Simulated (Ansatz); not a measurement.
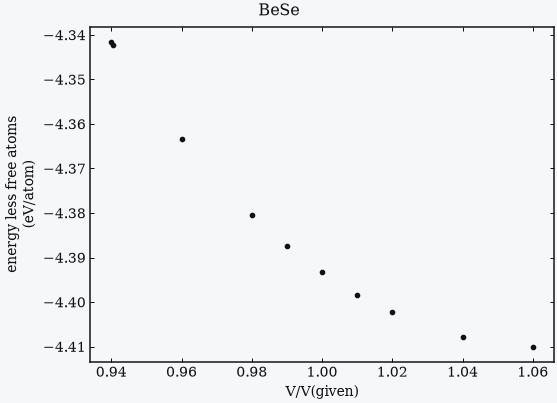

Plotted: energy less free atoms against V/V(given) for BeSe, space group F-43m (No. 216).

Starting cell:
```xyz
2
Lattice="0.0000 2.5350 2.5350 2.5350 0.0000 2.5350 2.5350 2.5350 0.0000" Properties=species:S:1:pos:R:3 pbc="T T T"
Be    0.0000    0.0000    0.0000
Se    3.8025    3.8025    3.8025
```

Method: periodic Kohn-Sham DFT of a crystal at fixed atoms, scaled to the stated factor times the given cell; pressure positive in compression, energy less spherical unpolarised free atoms (Ansatz 0.2.0). Level: PBE.

method all-electron LAPW; relativity scalar; k mesh 10×10×10; occupations Fermi–Dirac; smearing width 0.03 eV; basis error target 0.5 (meV/atom); nucleus Gaussian.

V(given) is 16.29 Å³/atom.

From this curve and the settings, what does the calculation give for the pressure at the same points?

The pressure falls from 11.9 GPa at V/V(given) 0.9400 to 0.4 GPa at 1.0600.

```csv
V/V(given),pressure (GPa)
0.9400,11.9
0.9405,11.9
0.9600,9.5
0.9800,7.3
0.9900,6.3
1.0000,5.3
1.0100,4.4
1.0200,3.5
1.0400,1.9
1.0600,0.4
```

Caveats: the volumes run don't bracket the minimum of the energy, so any equilibrium value is extrapolated.
